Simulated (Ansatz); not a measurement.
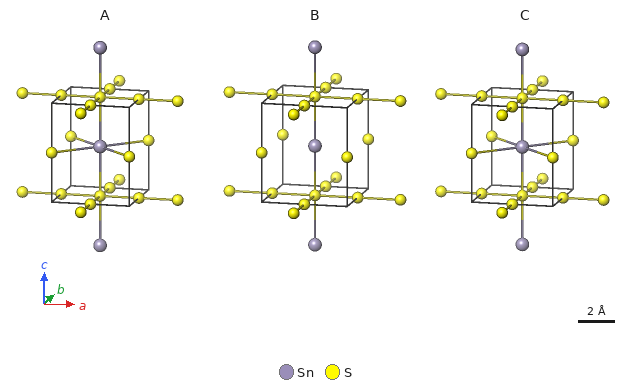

3 geometries from one relaxation of solid SnS$_{4}$ (a generated structure, set up in P4/mmm) (coarse preliminary run), in shuffled order. Style: ball-and-stick. Shown: the cell of the calculation, slightly off an axis.

Theory: DFT PBE, scalar-relativistic, plane waves, PAW in Ansatz. Settings: plane-wave cutoff 420 eV; k-point mesh 4 × 4 × 4; occupations gaussian; smearing width 0.1 eV; no spin polarisation; cell and atoms relaxed; force threshold 0.04 eV/Å; at most 70 steps.

Q: Order the frames from highest to lowest energy.

A: B, C, A. They are steps 0, 1, 4, at +165 meV per atom, +40.6 meV per atom relative to the last. The energy falls by 165 meV per atom in 3 accepted moves (4 points after the start). All forces vanish by symmetry, so only the cell relaxes. The pressure goes from −6.62 to 0.05 GPa. At 1 point the geometry stayed and the basis and grid were re-selected for the new cell (energy shift of 0.2 meV per atom at most each time). The atoms keep their places relative to the cell (all moves are under 0.005 Å). The volume changes by −17.4 %, with a = b 4.928 → 4.476 Å (−9.2 %), c 5.651 → 5.656 Å (+0.1 %). Some distances before and after: S–Sn 3.484 → 3.165 Å, S–S 2.464 → 2.238 Å. The space group stays P4/mmm (No. 123). Cost: 17 s on 1 thread of Arm Neoverse V2, with other jobs on the host, peak memory 0.38 GiB.
